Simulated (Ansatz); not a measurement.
# GePt: geometry relaxation (part 1 of 2)

GePt (8 atoms in the cell), computed with DFT PBE, scalar-relativistic, plane waves, PAW, no spin polarisation (Ansatz 0.2.0).

The structure derives from an entry of the Crystallography Open Database.

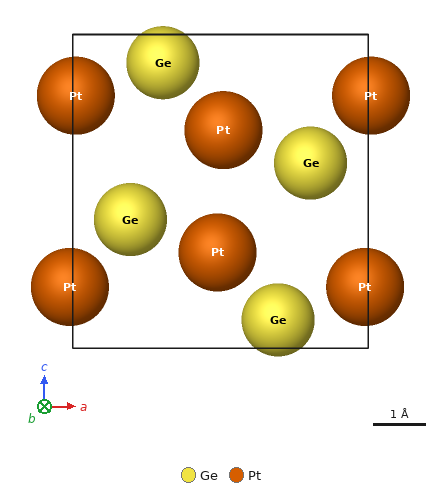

Figure 1. The structure as given in the input (spheres-only view of the cell of the calculation, along the b axis). An atom can appear more than once, as a periodic image.

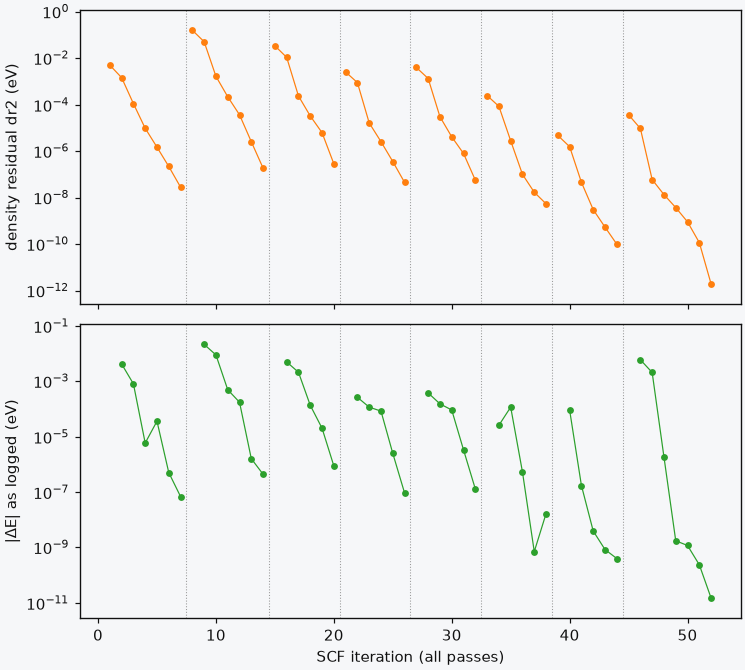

Figure 2. Convergence of the self-consistent field: density residual dr2 and size of the energy change against the SCF iteration. The dotted lines part the SCF passes of the relaxation: geometry steps, rejected trials and re-solves on a re-selected basis. The 8 passes take 6 to 8 iterations each, 52 in all.

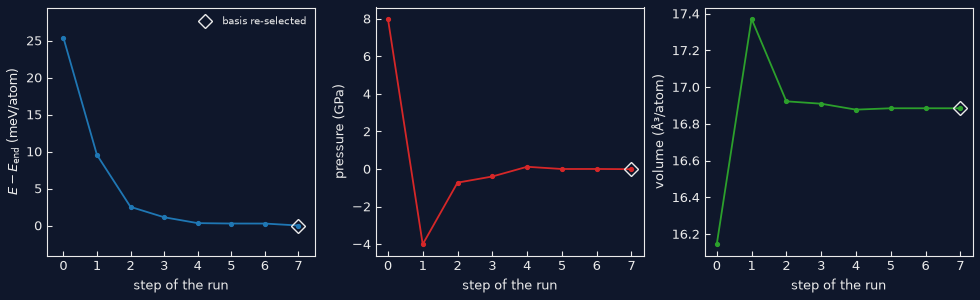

Figure 3. Progress of the relaxation, step by step (the first geometry is step 0 here and step 1 in the log).

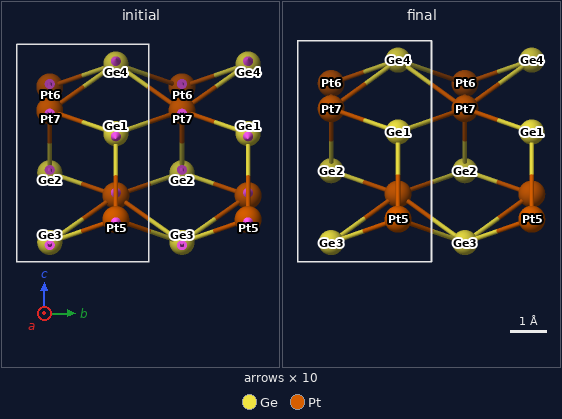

Figure 4. Before (left) and after (right) the relaxation, at one scale (ball-and-stick view of the cell of the calculation, repeated 1 × 2 × 1, along the a axis). The pink arrows give the displacements (without the part carried along by the change of the cell), magnified 10 times. Over 6 geometry steps the energy falls by 25.1 meV per atom. Largest force component: 0.44 eV/Å at the start, 0.0018 eV/Å at the end. Pressure: 8.00 GPa at the start and −0.01 GPa at the end. The largest moves relative to the cell, 0.070 Å, are those of Pt5, Pt6, Pt7 and Pt8. Largest moves by element: Pt 0.070 Å, Ge 0.050 Å. Cell: a 5.732 → 5.827 Å (+1.7 %), b 3.701 → 3.745 Å (+1.2 %), c 6.088 → 6.191 Å (+1.7 %). Volume +4.6 %. Among the contacts that change: Ge1–Pt7 2.587 → 2.702 Å, Ge1–Pt5 2.628 → 2.678 Å, Ge1–Pt8 2.504 → 2.512 Å. Among the angles that change: Pt5–Ge3–Pt5 91.3° → 87.7°, Ge4–Pt6–Ge4 91.3° → 87.7°, Ge1–Pt6–Ge4 161.1° → 157.5°. The space group stays Pnma (No. 62). A last SCF at the same geometry on a re-selected plane-wave basis shifts the energy by −0.3 meV per atom. (Atoms are counted from 1 in the order of the input.)

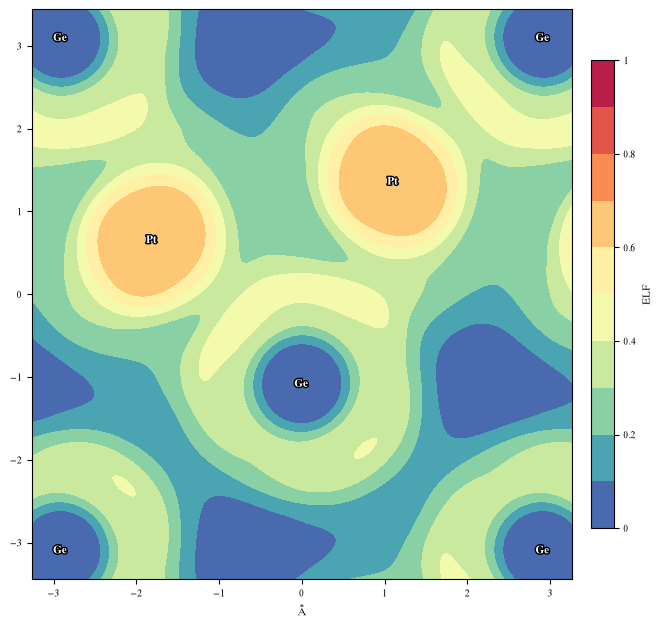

Figure 5. Electron localisation function on the (010) plane of the conventional cell. Ge–Pt (2.68 Å): the ELF is about 0.40 at the midpoint, as expected for metallic bonding. The strong features right at Pt lie inside the PAW spheres (semicore, d or f shells) and say nothing about bonding. In a PAW calculation such maps are meaningful between the atoms, not at the nuclei.

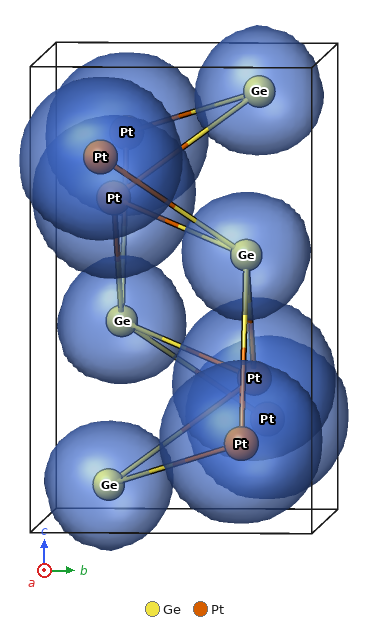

Figure 6. Isosurface of the valence pseudo-density at 0.6 e/Å³ (blue), seen at an oblique angle. Sticks mark near contacts. The outline is the cell set on symmetry axes. At this value the density breaks into separate islands; it holds about 80 % of the electrons treated as valence (semicore included). It is pinched off along the Ge–Pt (2.51 Å), Ge–Pt (2.55 Å) and Ge–Pt (2.68 Å) contacts. On the grid the lowest density along these lines, outside the cores, is 0.48 e/Å³ (Ge–Pt, 2.51 Å), 0.47 e/Å³ (Ge–Pt, 2.55 Å) and 0.38 e/Å³ (Ge–Pt, 2.68 Å).

These pictures come from the run below.

The input:
```yaml
crystal:
  lattice:
    - [5.732, 0.0, 0.0]
    - [0.0, 3.701, 0.0]
    - [0.0, 0.0, 6.088]
  atoms:
    - { symbol: Ge, position: [0.805, 0.75, 0.59] }
    - { symbol: Ge, position: [0.195, 0.25, 0.41] }
    - { symbol: Ge, position: [0.695, 0.25, 0.09] }
    - { symbol: Ge, position: [0.305, 0.75, 0.91] }
    - { symbol: Pt, position: [0.99, 0.75, 0.195] }
    - { symbol: Pt, position: [0.01, 0.25, 0.805] }
    - { symbol: Pt, position: [0.51, 0.25, 0.695] }
    - { symbol: Pt, position: [0.49, 0.75, 0.305] }
basis:
  ecutwfc: 420
kpoints:
  mp_grid: { grid: [6, 10, 6] }
hamiltonian:
  xc: pbe
scf:
  occupations: { method: gaussian, width: 0.1 }
output:
  forces: true
  stress: true
  eigenvalues: true
  write_density: true
  write_potential: true
  elf: true
  volumetric_format: npy
relax:
  adjacent_minimum: "off"
  f_tol: 0.005
  max_steps: 80
  cell: { stress_tol: 0.05 }
```

Run as:
```bash
ansatz run input.yaml --threads 2 --pin off --max-ram 5120MiB --backend cpu --events-out ev --progress --plain --runs-dir out
```

Log:
```
Engine: ansatz 0.2.0, aarch64-unknown-linux-gnu
Pseudopotentials: kind: paw
Pseudopotential: Ge, paw, valence charge 14, recommended cutoff 420 eV (normal), Ge.paw.azcp
Pseudopotential: Pt, paw, valence charge 18, recommended cutoff 420 eV (normal), Pt.paw.azcp
Functional definition: PBE
  parameter kappa = 0.804
  parameter beta = 0.06672455060314922
  exchange = pbe_x(kappa = kappa, mu = beta*pi^2/3)
  correlation = pbe_c(beta = beta)
Crystal: 8 atoms, lattice volume = 129.152 Å³
Basis set: ecut = 420 eV, 2543 PW (Γ), exchange–correlation on 80×50×90 points (8 copies of the dense FFT grid, shifted against one another)
Bands: 77, of which v1, the nominal top of the filled ones, is band 64 counted from 1 (63 counted from 0)
Symmetry: 8 space group operations
Space group: Pnma (ITA 62), of the structure as read, at distance tolerance 5.1e-5 Å
k-points: 96 of 360
Non-local potential: Ge, projectors of the file, l = 0: 2, l = 1: 2, l = 2: 3, l = 3: 1
Non-local potential: Pt, projectors of the file, l = 0: 3, l = 1: 2, l = 2: 2, l = 3: 1
PAW form: soft (Blöchl's): semilocal exchange-correlation on the pseudo side does not see the compensation charge
PAW one-centre angular grid: Ge, 590 points (default); XC on 64 Gauss nodes
PAW one-centre angular grid: Pt, 590 points (default); XC on 64 Gauss nodes
Initial density: superposition of atomic densities (neutral atoms: chi_scale 0, normalization atom), corrected by the library's trained network
Initial wavefunctions: pseudopotential atomic-orbital guess
Functional: x = pbe(κ = 0.804, μ = 0.2195149727645171), c = pbe(β = 0.06672455060314922)
SCF iter   1: F=—  HF=-67275.524583 eV  |F-HF|=—  |Δ(HF+E_count)|=         —  Δρ=3.21e-3  dr2=4.95e-3  ethr=1.77e-3  ⟨swp⟩=5.2  Hψ=24227  notcnv=0  defer=131
preconditioner: auto → Kerker (q_TF=auto, 2.724 Å⁻¹)  [metal: Δε(μ)=0.008 eV  Ē_g=17.418 eV  σ=0.100 eV  W_gap=0.04  n_scr=42 (ndim 8)  ℏωp=32.0 eV  f_vac=0.001  D(μ)=2.35/eV (n_scr^D=10)]
SCF iter   2: F=—  HF=-67275.528746 eV  |F-HF|=—  |Δ(HF+E_count)|=   4.16e-3  Δρ=1.79e-3  dr2=1.44e-3  ethr=3.87e-6  ⟨swp⟩=3.0  Hψ=16218  notcnv=0  defer=136
SCF iter   3: F=—  HF=-67275.529543 eV  |F-HF|=—  |Δ(HF+E_count)|=   7.97e-4  Δρ=3.52e-4  dr2=1.10e-4  ethr=1.13e-6  ⟨swp⟩=3.0  Hψ=13180  notcnv=0  defer=136
SCF iter   4: F=—  HF=-67275.529537 eV  |F-HF|=—  |Δ(HF+E_count)|=   5.81e-6  Δρ=1.19e-4  dr2=9.52e-6  ethr=8.61e-8  ⟨swp⟩=2.0  Hψ=11418  notcnv=0  defer=136
SCF iter   5: F=—  HF=-67275.529573 eV  |F-HF|=—  |Δ(HF+E_count)|=   3.57e-5  Δρ=3.86e-5  dr2=1.47e-6  ethr=7.44e-9  ⟨swp⟩=2.0  Hψ=11142  notcnv=0  defer=136
SCF iter   6: F=—  HF=-67275.529573 eV  |F-HF|=—  |Δ(HF+E_count)|=   4.97e-7  Δρ=1.28e-5  dr2=2.17e-7  ethr=1.15e-9  ⟨swp⟩=2.0  Hψ=11327  notcnv=0  defer=136
SCF iter   7: F=-67275.529573 eV  HF=-67275.529573 eV  |F-HF|=8.44e-10  |Δ(HF+E_count)|=   6.77e-8  Δρ=4.21e-6  dr2=2.80e-8  ethr=7.81e-11  ⟨swp⟩=11.6  Hψ=45225  notcnv=0
SCF 1 converged in 7 iterations: F = -67275.529573 eV  dr2 = 2.80e-8
  greatest PAW one-centre occupation: 1.000 electrons in one spin orbital (limit 2), on the Pt atom at site 7 (counted from 0), in its partial waves of l = 0
relax step   1: F+E_penalty+E_count = -67275.52957309 eV  Δ(F+E_penalty+E_count) = +0.000e0 eV  max|allowed force component| = 4.361e-1 eV/Å  Δτ_max = 0.0000 Å  P = +7.995 GPa  Ω = 129.152 Å³  (7 SCF iters, dr2 threshold 1.00e-7 eV, accepted)
Crystal: 8 atoms, lattice volume = 138.974 Å³
Basis set: ecut = 420 eV, 2723 PW (Γ), exchange–correlation on 80×50×90 points (8 copies of the dense FFT grid, shifted against one another)
Initial density: handed on by an earlier stage of this run
Initial wavefunctions: those handed on with the density
iter 1 solved again at ethr=1.18e-4 eV; its pass at ethr=3.10e-3 eV (dr2=1.51e-1 eV) is discarded
SCF iter   1: F=—  HF=-67275.687154 eV  |F-HF|=—  |Δ(HF+E_count)|=         —  Δρ=9.53e-3  dr2=1.57e-1  ethr=1.18e-4  ⟨swp⟩=1.6  Hψ=30634  notcnv=0
preconditioner: auto → Kerker (q_TF=auto, 2.691 Å⁻¹)  [metal: Δε(μ)=0.032 eV  Ē_g=16.913 eV  σ=0.100 eV  W_gap=0.18  n_scr=42 (ndim 8)  ℏωp=30.9 eV  f_vac=0.007  D(μ)=1.81/eV (n_scr^D=8)]
SCF iter   2: F=—  HF=-67275.665941 eV  |F-HF|=—  |Δ(HF+E_count)|=   2.12e-2  Δρ=5.30e-3  dr2=5.04e-2  ethr=1.18e-4  ⟨swp⟩=1.0  Hψ=7392  notcnv=0
SCF iter   3: F=—  HF=-67275.657116 eV  |F-HF|=—  |Δ(HF+E_count)|=   8.83e-3  Δρ=1.05e-3  dr2=1.64e-3  ethr=3.94e-5  ⟨swp⟩=2.0  Hψ=9092  notcnv=0
SCF iter   4: F=—  HF=-67275.656627 eV  |F-HF|=—  |Δ(HF+E_count)|=   4.89e-4  Δρ=3.92e-4  dr2=2.17e-4  ethr=1.28e-6  ⟨swp⟩=2.0  Hψ=11898  notcnv=0
SCF iter   5: F=—  HF=-67275.656454 eV  |F-HF|=—  |Δ(HF+E_count)|=   1.73e-4  Δρ=1.36e-4  dr2=3.63e-5  ethr=1.70e-7  ⟨swp⟩=2.4  Hψ=13305  notcnv=0
SCF iter   6: F=—  HF=-67275.656453 eV  |F-HF|=—  |Δ(HF+E_count)|=   1.58e-6  Δρ=3.91e-5  dr2=2.52e-6  ethr=2.84e-8  ⟨swp⟩=2.0  Hψ=11998  notcnv=0
SCF iter   7: F=-67275.656452 eV  HF=-67275.656452 eV  |F-HF|=4.99e-9  |Δ(HF+E_count)|=   4.33e-7  Δρ=9.90e-6  dr2=1.84e-7  ethr=6.25e-10  ⟨swp⟩=9.2  Hψ=52078  notcnv=0
SCF 2 converged in 7 iterations: F = -67275.656452 eV  dr2 = 1.84e-7
relax step   2: F+E_penalty+E_count = -67275.65645221 eV  Δ(F+E_penalty+E_count) = -1.269e-1 eV  max|allowed force component| = 1.679e-1 eV/Å  Δτ_max = 0.0314 Å  P = -4.009 GPa  Ω = 138.974 Å³  energy of the carried Pulay correction = -3.810e-3 eV  (7 SCF iters, dr2 threshold 8.00e-7 eV, accepted)
Crystal: 8 atoms, lattice volume = 135.379 Å³
Basis set: ecut = 420 eV, 2659 PW (Γ), exchange–correlation on 80×50×90 points (8 copies of the dense FFT grid, shifted against one another)
iter 1 solved again at ethr=2.64e-5 eV; its pass at ethr=3.10e-3 eV (dr2=3.38e-2 eV) is discarded
SCF iter   1: F=—  HF=-67275.719854 eV  |F-HF|=—  |Δ(HF+E_count)|=         —  Δρ=5.29e-3  dr2=3.37e-2  ethr=2.64e-5  ⟨swp⟩=1.4  Hψ=34131  notcnv=0
preconditioner: auto → Kerker (q_TF=auto, 2.703 Å⁻¹)  [metal: Δε(μ)=0.040 eV  Ē_g=17.105 eV  σ=0.100 eV  W_gap=0.22  n_scr=42 (ndim 8)  ℏωp=31.3 eV  f_vac=0.002  D(μ)=2.25/eV (n_scr^D=10)]
SCF iter   2: F=—  HF=-67275.714924 eV  |F-HF|=—  |Δ(HF+E_count)|=   4.93e-3  Δρ=2.89e-3  dr2=1.07e-2  ethr=2.63e-5  ⟨swp⟩=1.0  Hψ=7392  notcnv=0
SCF iter   3: F=—  HF=-67275.712832 eV  |F-HF|=—  |Δ(HF+E_count)|=   2.09e-3  Δρ=4.21e-4  dr2=2.34e-4  ethr=8.36e-6  ⟨swp⟩=2.0  Hψ=9576  notcnv=0
SCF iter   4: F=—  HF=-67275.712697 eV  |F-HF|=—  |Δ(HF+E_count)|=   1.34e-4  Δρ=1.69e-4  dr2=3.23e-5  ethr=1.83e-7  ⟨swp⟩=2.0  Hψ=11904  notcnv=0
SCF iter   5: F=—  HF=-67275.712677 eV  |F-HF|=—  |Δ(HF+E_count)|=   1.99e-5  Δρ=5.61e-5  dr2=6.17e-6  ethr=2.52e-8  ⟨swp⟩=2.1  Hψ=10245  notcnv=0
SCF iter   6: F=-67275.712676 eV  HF=-67275.712676 eV  |F-HF|=1.79e-7  |Δ(HF+E_count)|=   8.68e-7  Δρ=1.33e-5  dr2=2.83e-7  ethr=6.25e-10  ⟨swp⟩=6.3  Hψ=47952  notcnv=0
SCF 3 converged in 6 iterations: F = -67275.712676 eV  dr2 = 2.83e-7
relax step   3: F+E_penalty+E_count = -67275.71267630 eV  Δ(F+E_penalty+E_count) = -5.622e-2 eV  max|allowed force component| = 1.666e-1 eV/Å  Δτ_max = 0.0273 Å  P = -0.727 GPa  Ω = 135.379 Å³  energy of the carried Pulay correction = -2.448e-3 eV  (6 SCF iters, dr2 threshold 8.00e-7 eV, accepted)
Crystal: 8 atoms, lattice volume = 135.275 Å³
Basis set: ecut = 420 eV, 2651 PW (Γ), exchange–correlation on 80×50×90 points (8 copies of the dense FFT grid, shifted against one another)
iter 1 solved again at ethr=1.91e-6 eV; its pass at ethr=3.10e-3 eV (dr2=2.44e-3 eV) is discarded
SCF iter   1: F=—  HF=-67275.724362 eV  |F-HF|=—  |Δ(HF+E_count)|=         —  Δρ=2.38e-3  dr2=2.52e-3  ethr=1.91e-6  ⟨swp⟩=2.0  Hψ=26550  notcnv=0
preconditioner: auto → Kerker (q_TF=auto, 2.703 Å⁻¹)  [metal: Δε(μ)=0.018 eV  Ē_g=17.106 eV  σ=0.100 eV  W_gap=0.10  n_scr=42 (ndim 8)  ℏωp=31.3 eV  f_vac=0.003  D(μ)=2.15/eV (n_scr^D=10)]
SCF iter   2: F=—  HF=-67275.724102 eV  |F-HF|=—  |Δ(HF+E_count)|=   2.60e-4  Δρ=1.35e-3  dr2=8.78e-4  ethr=1.91e-6  ⟨swp⟩=1.0  Hψ=7392  notcnv=0
SCF iter   3: F=—  HF=-67275.723986 eV  |F-HF|=—  |Δ(HF+E_count)|=   1.15e-4  Δρ=1.27e-4  dr2=1.62e-5  ethr=6.86e-7  ⟨swp⟩=2.0  Hψ=9560  notcnv=0
SCF iter   4: F=—  HF=-67275.723904 eV  |F-HF|=—  |Δ(HF+E_count)|=   8.25e-5  Δρ=5.04e-5  dr2=2.53e-6  ethr=1.26e-8  ⟨swp⟩=2.0  Hψ=11948  notcnv=0
iter 5 did not close the SCF: its close was put off for the readings that it lacked (scf_convergence_deferred on its scf_iter line)
SCF iter   5: F=-67275.723901 eV  HF=-67275.723901 eV  |F-HF|=4.90e-8  |Δ(HF+E_count)|=   2.46e-6  Δρ=1.61e-5  dr2=3.54e-7  ethr=1.98e-9  ⟨swp⟩=2.0  Hψ=11931  notcnv=0
SCF iter   6: F=-67275.723901 eV  HF=-67275.723901 eV  |F-HF|=6.77e-9  |Δ(HF+E_count)|=   9.15e-8  Δρ=5.09e-6  dr2=4.48e-8  ethr=2.76e-10  ⟨swp⟩=6.0  Hψ=45658  notcnv=0
SCF 4 converged in 6 iterations: F = -67275.723901 eV  dr2 = 4.48e-8
relax step   4: F+E_penalty+E_count = -67275.72390135 eV  Δ(F+E_penalty+E_count) = -1.123e-2 eV  max|allowed force component| = 8.833e-2 eV/Å  Δτ_max = 0.0207 Å  P = -0.400 GPa  Ω = 135.275 Å³  energy of the carried Pulay correction = -2.408e-3 eV  (6 SCF iters, dr2 threshold 8.00e-7 eV, accepted)
Crystal: 8 atoms, lattice volume = 135.017 Å³
Basis set: ecut = 420 eV, 2635 PW (Γ), exchange–correlation on 80×50×90 points (8 copies of the dense FFT grid, shifted against one another)
iter 1 solved again at ethr=3.07e-6 eV; its pass at ethr=3.10e-3 eV (dr2=3.94e-3 eV) is discarded
SCF iter   1: F=—  HF=-67275.730860 eV  |F-HF|=—  |Δ(HF+E_count)|=         —  Δρ=2.85e-3  dr2=3.93e-3  ethr=3.07e-6  ⟨swp⟩=2.1  Hψ=29856  notcnv=0
preconditioner: auto → Kerker (q_TF=auto, 2.704 Å⁻¹)  [metal: Δε(μ)=0.017 eV  Ē_g=17.122 eV  σ=0.100 eV  W_gap=0.09  n_scr=42 (ndim 8)  ℏωp=31.3 eV  f_vac=0.002  D(μ)=2.20/eV (n_scr^D=10)]
SCF iter   2: F=—  HF=-67275.730485 eV  |F-HF|=—  |Δ(HF+E_count)|=   3.75e-4  Δρ=1.60e-3  dr2=1.32e-3  ethr=3.07e-6  ⟨swp⟩=1.0  Hψ=7392  notcnv=0
SCF iter   3: F=—  HF=-67275.730334 eV  |F-HF|=—  |Δ(HF+E_count)|=   1.51e-4  Δρ=1.63e-4  dr2=3.00e-5  ethr=1.03e-6  ⟨swp⟩=2.4  Hψ=10631  notcnv=0
SCF iter   4: F=—  HF=-67275.730244 eV  |F-HF|=—  |Δ(HF+E_count)|=   9.06e-5  Δρ=6.58e-5  dr2=4.09e-6  ethr=2.35e-8  ⟨swp⟩=2.0  Hψ=11887  notcnv=0
iter 5 did not close the SCF: its close was put off for the readings that it lacked (scf_convergence_deferred on its scf_iter line)
SCF iter   5: F=-67275.730240 eV  HF=-67275.730240 eV  |F-HF|=1.76e-8  |Δ(HF+E_count)|=   3.30e-6  Δρ=2.47e-5  dr2=7.86e-7  ethr=3.20e-9  ⟨swp⟩=2.0  Hψ=11153  notcnv=0
SCF iter   6: F=-67275.730240 eV  HF=-67275.730240 eV  |F-HF|=1.34e-8  |Δ(HF+E_count)|=   1.28e-7  Δρ=6.57e-6  dr2=5.64e-8  ethr=6.14e-10  ⟨swp⟩=6.0  Hψ=44992  notcnv=0
SCF 5 converged in 6 iterations: F = -67275.730240 eV  dr2 = 5.64e-8
relax step   5: F+E_penalty+E_count = -67275.73024042 eV  Δ(F+E_penalty+E_count) = -6.339e-3 eV  max|allowed force component| = 3.739e-2 eV/Å  Δτ_max = 0.0237 Å  P = +0.118 GPa  Ω = 135.017 Å³  energy of the carried Pulay correction = -2.309e-3 eV  (6 SCF iters, dr2 threshold 8.00e-7 eV, accepted)
Crystal: 8 atoms, lattice volume = 135.077 Å³
iter 1 solved again at ethr=1.90e-7 eV; its pass at ethr=3.10e-3 eV (dr2=2.43e-4 eV) is discarded
SCF iter   1: F=—  HF=-67275.730824 eV  |F-HF|=—  |Δ(HF+E_count)|=         —  Δρ=5.43e-4  dr2=2.44e-4  ethr=1.90e-7  ⟨swp⟩=2.0  Hψ=28778  notcnv=0
preconditioner: auto → Kerker (q_TF=auto, 2.704 Å⁻¹)  [metal: Δε(μ)=0.027 eV  Ē_g=17.115 eV  σ=0.100 eV  W_gap=0.15  n_scr=42 (ndim 8)  ℏωp=31.3 eV  f_vac=0.003  D(μ)=2.18/eV (n_scr^D=10)]
SCF iter   2: F=—  HF=-67275.730799 eV  |F-HF|=—  |Δ(HF+E_count)|=   2.54e-5  Δρ=2.91e-4  dr2=8.38e-5  ethr=1.90e-7  ⟨swp⟩=1.0  Hψ=7392  notcnv=0
SCF iter   3: F=—  HF=-67275.730684 eV  |F-HF|=—  |Δ(HF+E_count)|=   1.15e-4  Δρ=3.63e-5  dr2=2.77e-6  ethr=6.55e-8  ⟨swp⟩=2.0  Hψ=11995  notcnv=0
iter 4 did not close the SCF: its close was put off for the readings that it lacked (scf_convergence_deferred on its scf_iter line)
SCF iter   4: F=-67275.730683 eV  HF=-67275.730683 eV  |F-HF|=5.45e-8  |Δ(HF+E_count)|=   5.21e-7  Δρ=9.62e-6  dr2=9.94e-8  ethr=2.17e-9  ⟨swp⟩=2.0  Hψ=9949  notcnv=0
iter 5 did not close the SCF: its close was put off for the readings that it lacked (scf_convergence_deferred on its scf_iter line)
SCF iter   5: F=-67275.730683 eV  HF=-67275.730683 eV  |F-HF|=3.93e-8  |Δ(HF+E_count)|=  6.98e-10  Δρ=3.64e-6  dr2=1.69e-8  ethr=7.77e-11  ⟨swp⟩=2.0  Hψ=11915  notcnv=0
SCF iter   6: F=-67275.730683 eV  HF=-67275.730683 eV  |F-HF|=2.87e-9  |Δ(HF+E_count)|=   1.64e-8  Δρ=1.75e-6  dr2=5.39e-9  ethr=1.32e-11  ⟨swp⟩=4.6  Hψ=37938  notcnv=0
SCF 6 converged in 6 iterations: F = -67275.730683 eV  dr2 = 5.39e-9
```
